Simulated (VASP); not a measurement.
## ZrC35: efg calculation (part 1 of 3)

- system: ZrC35 (defect cell, 36 atoms in the cell)
- method: Kohn-Sham DFT of a periodic cell, PBE, VASP PAW PBE potentials, recommended, no spin polarisation (VASP 6.6.1)

The structure derives from an entry of the Crystallography Open Database. It belongs to a series of runs on one base structure; here: Zr on a C site, charge +0, host positions.

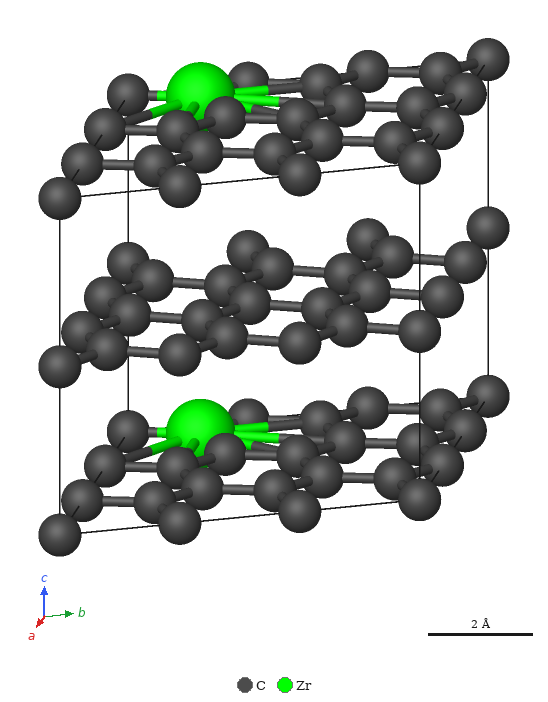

**Figure 1.** The structure (ball-and-stick view of the cell of the calculation, seen slightly off an axis).

### Key numbers

| quantity | value |
| --- | --- |
| outcome | converged |
| electrons treated | 152 |
| free energy | −294.7427 eV |
| Fermi energy of the self-consistent step | 5.143 eV |
| gap on the k-point mesh | none (metallic) |
| pressure | 31.93 GPa |
| largest force (length of the vector) | 36.630 eV/Å |
| hardware | 1 thread of AMD EPYC (Zen 5), 192 GiB of memory available, shared host |
| wall time | 6.3 min |
| peak memory | 0.42 GiB |

### INCAR
```
ALGO = Fast ; EDIFF = 1E-8
ENCUT = 520 ; GGA = PE
ISIF = 2 ; ISMEAR = -1
LASPH = True ; LCHARG = False
LEFG = True ; LREAL = Auto
LWAVE = False ; NBANDS = 100
NELM = 60 ; PREC = Accurate
SIGMA = 0.01
```

### KPOINTS
```
k-points
0
Gamma
  3 3 3
```

### POSCAR
```
ZrC35
1.0
    7.4100000000      0.0000000000      0.0000000000
   -3.7050000000      6.4172482419      0.0000000000
    0.0000000000      0.0000000000      6.7900000000
C Zr
35 1
Direct
    0.0000000000      0.0000000000      0.0000000000
    0.0000000000      0.3333333333      0.0000000000
    0.0000000000      0.6666666667      0.0000000000
    0.3333333333      0.0000000000      0.0000000000
    0.3333333333      0.3333333333      0.0000000000
    0.3333333333      0.6666666667      0.0000000000
    0.6666666667      0.0000000000      0.0000000000
    0.6666666667      0.3333333333      0.0000000000
    0.6666666667      0.6666666667      0.0000000000
    0.0000000000      0.0000000000      0.5000000000
    0.0000000000      0.3333333333      0.5000000000
    0.0000000000      0.6666666667      0.5000000000
    0.3333333333      0.0000000000      0.5000000000
    0.3333333333      0.3333333333      0.5000000000
    0.3333333333      0.6666666667      0.5000000000
    0.6666666667      0.0000000000      0.5000000000
    0.6666666667      0.3333333333      0.5000000000
    0.6666666667      0.6666666667      0.5000000000
    0.1111111111      0.5555555556      0.0050000000
    0.1111111111      0.8888888889      0.0050000000
    0.4444444444      0.2222222222      0.0050000000
    0.4444444444      0.5555555556      0.0050000000
    0.4444444444      0.8888888889      0.0050000000
    0.7777777778      0.2222222222      0.0050000000
    0.7777777778      0.5555555556      0.0050000000
    0.7777777778      0.8888888889      0.0050000000
    0.2222222222      0.1111111111      0.5050000000
    0.2222222222      0.4444444444      0.5050000000
    0.2222222222      0.7777777778      0.5050000000
    0.5555555556      0.1111111111      0.5050000000
    0.5555555556      0.4444444444      0.5050000000
    0.5555555556      0.7777777778      0.5050000000
    0.8888888889      0.1111111111      0.5050000000
    0.8888888889      0.4444444444      0.5050000000
    0.8888888889      0.7777777778      0.5050000000
    0.1111111111      0.2222222222      0.0050000000
```

Command:
```bash
cat potpaw_PBE.64/C/POTCAR potpaw_PBE.64/Zr_sv/POTCAR > POTCAR
mpirun -np 1 vasp_std > vasp.out
```

### OSZICAR
```
N       E                     dE             d eps       ncg     rms          rms(c)
DAV:   1     0.807930687789E+03    0.80793E+03   -0.79459E+04  1400   0.144E+03
DAV:   2    -0.249442403363E+03   -0.10574E+04   -0.10099E+04  1704   0.325E+02
DAV:   3    -0.321766831545E+03   -0.72324E+02   -0.71133E+02  1920   0.821E+01
DAV:   4    -0.324828620265E+03   -0.30618E+01   -0.30389E+01  2072   0.141E+01
DAV:   5    -0.324895806718E+03   -0.67186E-01   -0.67155E-01  1880   0.183E+00    0.818E+01
RMM:   6    -0.299669067499E+03    0.25227E+02   -0.33150E+01  1526   0.142E+01    0.421E+01
RMM:   7    -0.295666080789E+03    0.40030E+01   -0.22223E+01  1565   0.134E+01    0.909E+00
RMM:   8    -0.295001465487E+03    0.66462E+00   -0.51729E+00  1625   0.669E+00    0.881E+00
RMM:   9    -0.294808509841E+03    0.19296E+00   -0.85004E-01  1699   0.285E+00    0.392E+00
RMM:  10    -0.294843469686E+03   -0.34960E-01   -0.37722E-01  1743   0.165E+00    0.294E+00
RMM:  11    -0.294798135067E+03    0.45335E-01   -0.13738E-01  1617   0.101E+00    0.293E+00
RMM:  12    -0.294745620833E+03    0.52514E-01   -0.20839E-02  1802   0.455E-01    0.113E+00
RMM:  13    -0.294753722580E+03   -0.81017E-02   -0.11616E-02  1758   0.305E-01    0.167E+00
RMM:  14    -0.294747030574E+03    0.66920E-02   -0.13295E-02  1687   0.315E-01    0.522E-01
RMM:  15    -0.294744695775E+03    0.23348E-02   -0.19706E-03  1803   0.142E-01    0.413E-01
RMM:  16    -0.294742893280E+03    0.18025E-02   -0.53968E-03  1748   0.167E-01    0.190E-01
RMM:  17    -0.294742905689E+03   -0.12409E-04   -0.44018E-04  1820   0.729E-02    0.149E-01
RMM:  18    -0.294742744203E+03    0.16149E-03   -0.34890E-04  1693   0.457E-02    0.819E-02
RMM:  19    -0.294742729109E+03    0.15094E-04   -0.79951E-05  1895   0.250E-02    0.758E-02
RMM:  20    -0.294742671807E+03    0.57302E-04   -0.15466E-05  1720   0.110E-02    0.151E-02
RMM:  21    -0.294742670488E+03    0.13191E-05   -0.46465E-06  1865   0.609E-03    0.735E-03
RMM:  22    -0.294742670322E+03    0.16602E-06   -0.23915E-06  1802   0.405E-03    0.749E-03
RMM:  23    -0.294742670007E+03    0.31463E-06   -0.59898E-07  1819   0.210E-03    0.750E-03
RMM:  24    -0.294742669660E+03    0.34735E-06   -0.78244E-07  1745   0.220E-03    0.257E-03
RMM:  25    -0.294742669604E+03    0.56065E-07   -0.96439E-08  1743   0.950E-04    0.602E-04
RMM:  26    -0.294742669620E+03   -0.16003E-07   -0.17781E-08  1143   0.388E-04    0.924E-04
RMM:  27    -0.294742669628E+03   -0.79963E-08   -0.90698E-09  1019   0.262E-04
   1 F= -.29474267E+03 E0= -.29473441E+03  d E =-.165200E-01
```

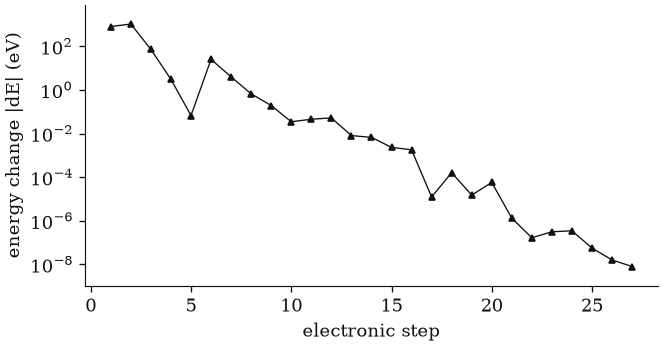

**Figure 2.** Convergence of the self-consistent field: energy change |dE| against the electronic step. It takes 27 electronic steps. The density is held fixed in the first few steps, and dE rises again when its update begins.

### Parts of OUTCAR
```
EDIFF = 1E-8
   ENCUT = 520
   GGA = PE
   ISIF = 2
   ISMEAR = -1
   LASPH = True
   LREAL = Auto
   NELM = 60
   PREC = Accurate

 ion  position               nearest neighbor table
   1  0.000  0.000  0.000-  36 1.43  26 1.43  20 1.43
   2  0.000  0.333  0.000-  36 1.43  24 1.43  19 1.43
   3  0.000  0.667  0.000-  20 1.43  19 1.43  25 1.43
   4  0.333  0.000  0.000-  21 1.43  20 1.43  23 1.43  36 2.85
   5  0.333  0.333  0.000-  21 1.43  36 1.43  22 1.43
   6  0.333  0.667  0.000-  23 1.43  19 1.43  22 1.43  36 2.85
   7  0.667  0.000  0.000-  24 1.43  26 1.43  23 1.43  36 2.85
   8  0.667  0.333  0.000-  24 1.43  25 1.43  21 1.43
   9  0.667  0.667  0.000-  26 1.43  25 1.43  22 1.43
  10  0.000  0.000  0.500-  35 1.43  33 1.43  27 1.43
  11  0.000  0.333  0.500-  33 1.43  28 1.43  34 1.43
  12  0.000  0.667  0.500-  35 1.43  29 1.43  34 1.43
  13  0.333  0.000  0.500-  29 1.43  27 1.43  30 1.43
  14  0.333  0.333  0.500-  27 1.43  28 1.43  31 1.43
  15  0.333  0.667  0.500-  29 1.43  28 1.43  32 1.43
  16  0.667  0.000  0.500-  32 1.43  33 1.43  30 1.43
  17  0.667  0.333  0.500-  30 1.43  34 1.43  31 1.43
  18  0.667  0.667  0.500-  32 1.43  35 1.43  31 1.43
  19  0.111  0.556  0.005-   6 1.43   3 1.43   2 1.43  36 2.47
  20  0.111  0.889  0.005-   3 1.43   4 1.43   1 1.43  36 2.47
  21  0.444  0.222  0.005-   4 1.43   5 1.43   8 1.43  36 2.47
  22  0.444  0.556  0.005-   6 1.43   5 1.43   9 1.43  36 2.47
  23  0.444  0.889  0.005-   6 1.43   4 1.43   7 1.43
  24  0.778  0.222  0.005-   7 1.43   8 1.43   2 1.43  36 2.47
  25  0.778  0.556  0.005-   9 1.43   3 1.43   8 1.43
  26  0.778  0.889  0.005-   9 1.43   7 1.43   1 1.43  36 2.47
  27  0.222  0.111  0.505-  14 1.43  13 1.43  10 1.43
  28  0.222  0.444  0.505-  14 1.43  11 1.43  15 1.43
  29  0.222  0.778  0.505-  13 1.43  15 1.43  12 1.43
  30  0.556  0.111  0.505-  17 1.43  16 1.43  13 1.43
  31  0.556  0.444  0.505-  17 1.43  18 1.43  14 1.43
  32  0.556  0.778  0.505-  16 1.43  18 1.43  15 1.43
  33  0.889  0.111  0.505-  11 1.43  16 1.43  10 1.43
  34  0.889  0.444  0.505-  17 1.43  11 1.43  12 1.43
  35  0.889  0.778  0.505-  10 1.43  12 1.43  18 1.43
  36  0.111  0.222  0.005-   1 1.43   2 1.43   5 1.43  20 2.47  26 2.47  21 2.47  24 2.47  22 2.47
                            19 2.47   4 2.85   7 2.85   6 2.85

 -----------------------------------------------------------------------------
|                                                                             |
|           W    W    AA    RRRRR   N    N  II  N    N   GGGG   !!!           |
|           W    W   A  A   R    R  NN   N  II  NN   N  G    G  !!!           |
|           W    W  A    A  R    R  N N  N  II  N N  N  G       !!!           |
|           W WW W  AAAAAA  RRRRR   N  N N  II  N  N N  G  GGG   !            |
|           WW  WW  A    A  R   R   N   NN  II  N   NN  G    G                |
|           W    W  A    A  R    R  N    N  II  N    N   GGGG   !!!           |
|                                                                             |
|     The distance between some ions is very small. Please check the          |
|     nearest-neighbor list in the OUTCAR file.                               |
|     I HOPE YOU KNOW WHAT YOU ARE DOING!                                     |
|                                                                             |
 -----------------------------------------------------------------------------

  LATTYP: Found a hexagonal cell.
 ALAT       =     7.4100000000
 C/A-ratio  =     0.9163292848

  Lattice vectors:

 A1 = (   7.4100000000,   0.0000000000,   0.0000000000)
 A2 = (  -3.7050000000,   6.4172482419,   0.0000000000)
 A3 = (   0.0000000000,   0.0000000000,   6.7900000000)

Analysis of symmetry for initial positions (statically):
=====================================================================
 Subroutine PRICEL returns:
 Original cell was already a primitive cell.

 Routine SETGRP: Setting up the symmetry group for a
 hexagonal supercell.

 Subroutine GETGRP returns: Found  6 space group operations
 (whereof  2 operations were pure point group operations)
 out of a pool of 24 trial point group operations.

The static configuration has the point symmetry C_1h.
 The point group associated with its full space group is C_3v.

Analysis of symmetry for dynamics (positions and initial velocities):
=====================================================================
 Subroutine PRICEL returns:
 Original cell was already a primitive cell.

 Routine SETGRP: Setting up the symmetry group for a
 hexagonal supercell.

 Subroutine GETGRP returns: Found  6 space group operations
 (whereof  2 operations were pure point group operations)
 out of a pool of 24 trial point group operations.

The dynamic configuration has the point symmetry C_1h.
 The point group associated with its full space group is C_3v.

 Subroutine INISYM returns: Found  6 space group operations
 (whereof  2 operations are pure point group operations),
 and found     1 'primitive' translations

----------------------------------------------------------------------------------------

                                     Primitive cell

  volume of cell :     322.8768

  direct lattice vectors                    reciprocal lattice vectors
     7.410000000  0.000000000  0.000000000     0.134952767  0.077915016  0.000000000
    -3.705000000  6.417248242  0.000000000     0.000000000  0.155830032  0.000000000
     0.000000000  0.000000000  6.790000000     0.000000000  0.000000000  0.147275405

  length of vectors
     7.410000000  7.410000000  6.790000000     0.155830032  0.155830032  0.147275405

  position of ions in fractional coordinates (direct lattice)
     0.000000000  0.000000000  0.000000000
     0.000000000  0.333333333  0.000000000
     0.000000000  0.666666667  0.000000000
     0.333333333  0.000000000  0.000000000
     0.333333333  0.333333333  0.000000000
     0.333333333  0.666666667  0.000000000
     0.666666667  0.000000000  0.000000000
     0.666666667  0.333333333  0.000000000
     0.666666667  0.666666667  0.000000000
     0.000000000  0.000000000  0.500000000
     0.000000000  0.333333333  0.500000000
     0.000000000  0.666666667  0.500000000
     0.333333333  0.000000000  0.500000000
     0.333333333  0.333333333  0.500000000
     0.333333333  0.666666667  0.500000000
     0.666666667  0.000000000  0.500000000
     0.666666667  0.333333333  0.500000000
     0.666666667  0.666666667  0.500000000
     0.111111111  0.555555556  0.005000000
     0.111111111  0.888888889  0.005000000
     0.444444444  0.222222222  0.005000000
     0.444444444  0.555555556  0.005000000
     0.444444444  0.888888889  0.005000000
     0.777777778  0.222222222  0.005000000
     0.777777778  0.555555556  0.005000000
     0.777777778  0.888888889  0.005000000
     0.222222222  0.111111111  0.505000000
     0.222222222  0.444444444  0.505000000
     0.222222222  0.777777778  0.505000000
     0.555555556  0.111111111  0.505000000
     0.555555556  0.444444444  0.505000000
     0.555555556  0.777777778  0.505000000
     0.888888889  0.111111111  0.505000000
     0.888888889  0.444444444  0.505000000
     0.888888889  0.777777778  0.505000000
     0.111111111  0.222222222  0.005000000

  ion indices of the primitive-cell ions
   primitive index   ion index
                 1           1
                 2           2
                 3           3
                 4           4
                 5           5
                 6           6
                 7           7
                 8           8
                 9           9
                10          10
                11          11
                12          12
                13          13
                14          14
                15          15
                16          16
                17          17
                18          18
                19          19
                20          20
                21          21
                22          22
                23          23
                24          24
                25          25
                26          26
                27          27
                28          28
                29          29
                30          30
                31          31
                32          32
                33          33
                34          34
                35          35
                36          36

----------------------------------------------------------------------------------------

 KPOINTS: k-points

Automatic generation of k-mesh.
 Grid dimensions read from file:
 generate k-points for:    3    3    3

 Generating k-lattice:

  Cartesian coordinates                     Fractional coordinates (reciprocal lattice)
     0.044984256  0.025971672  0.000000000     0.333333333  0.000000000  0.000000000
     0.000000000  0.051943344  0.000000000     0.000000000  0.333333333  0.000000000
     0.000000000  0.000000000  0.049091802     0.000000000  0.000000000  0.333333333

  Length of vectors
     0.051943344  0.051943344  0.049091802

  Shift w.r.t. Gamma in fractional coordinates (k-lattice)
     0.000000000  0.000000000  0.000000000

 Subroutine IBZKPT returns following result:
 ===========================================

 Found      7 irreducible k-points:

 Following reciprocal coordinates:
            Coordinates               Weight
  0.000000  0.000000  0.000000      1.000000
  0.333333 -0.000000  0.000000      6.000000
  0.333333  0.333333  0.000000      2.000000
  0.000000  0.000000  0.333333      2.000000
  0.333333 -0.000000  0.333333      6.000000
  0.000000  0.333333  0.333333      6.000000
  0.333333  0.333333  0.333333      4.000000
   k-points           NKPTS =      7   k-points in BZ     NKDIM =      7   number of bands    NBANDS=    100
   number of dos      NEDOS =    301   number of ions     NIONS =     36
   total plane-waves  NPLWV = 156800
   dimension x,y,z NGX =    56 NGY =   56 NGZ =   50
   dimension x,y,z NGXF=   112 NGYF=  112 NGZF=  100
   ions per type =              35   1
   NGX,Y,Z   is equivalent  to a cutoff of  12.56, 12.56, 12.24 a.u.
   NGXF,Y,Z  is equivalent  to a cutoff of  25.13, 25.13, 24.48 a.u.
 SYSTEM =  unknown system
   PREC   = accura    normal or accurate (medium, high low for compatibility)
   ISTART =      0    job   : 0-new  1-cont  2-samecut
   ICHARG =      2    charge: 1-file 2-atom 10-const
   ISPIN  =      1    spin polarized calculation?
   LNONCOLLINEAR =      F non collinear calculations
   LSORBIT =      F    spin-orbit coupling
   LASPH  =      T    aspherical Exc in radial PAW
   ENCUT  =  520.0 eV  38.22 Ry    6.18 a.u.  13.78 13.78 12.62*2*pi/ulx,y,z
   NELM   =     60;   NELMIN=  2; NELMDL= -5     # of ELM steps
   EDIFF  = 0.1E-07   stopping-criterion for ELM
   LREAL  =      T    real-space projection
   EDIFFG = 0.1E-06   stopping-criterion for IOM
   NSW    =      0    number of steps for IOM
   IBRION =     -1    ionic relax: 0-MD 1-quasi-New 2-CG
   NFREE  =      0    steps in history (QN), initial steepest desc. (CG)
   ISIF   =      2    stress and relaxation
   ISYM   =      2    0-nonsym 1-usesym 2-fastsym
   POTIM  = 0.5000    time-step for ionic-motion
   TEBEG  =    0.0;   TEEND  =   0.0 temperature during run
   PSTRESS=    0.0 pullay stress
   NELECT =     152.0000    total number of electrons
   NUPDOWN=      -1.0000    fix difference up-down
   EMIN   =  10.00;   EMAX   =-10.00  energy-range for DOS
   EFERMI =   0.00;   METHOD = LEGACY
   ISMEAR =    -1;   SIGMA  =   0.01  broadening in eV -4-tet -1-fermi 0-gaus
   EFERMI_NEDOS =   21; number of points for ismear=-14 and -15
   IALGO  =     68    algorithm
   IMIX   =      4    mixing-type and parameters
     AMIX     =   0.40;   BMIX     =  1.00
     AMIX_MAG =   1.60;   BMIX_MAG =  1.00
  volume/ion in A,a.u.               =       8.97        60.52
  Fermi-wavevector in a.u.,A,eV,Ry     =   1.273534  2.406630 22.067125  1.621888
  Thomas-Fermi vector in A             =   2.406352
   LORBIT       =      0    0 simple, 1 ext, 2 COOP (PROOUT), +10 PAW based schemes
   GGA     = PE    functional components
   LHFCALC =     F    Hartree Fock is set to
   AEXX    =    0.0000 exact exchange contribution
   IVDW    =     0    specifies the selected vdW correction
   LEPSILON=     F    determine dielectric tensor
   LRPA    =     F    only Hartree local field effects (RPA)
 non-spin polarized calculation
 RMM-DIIS sequential band-by-band and
  energy-cutoff  :      520.00
  volume of cell :      322.88
 maximum number of plane-waves:      8719
 NGX is ok and might be reduce to    56
   NGX = 27   NGY = 27   NGZ = 25

 number of electron     152.0000003 magnetization
```
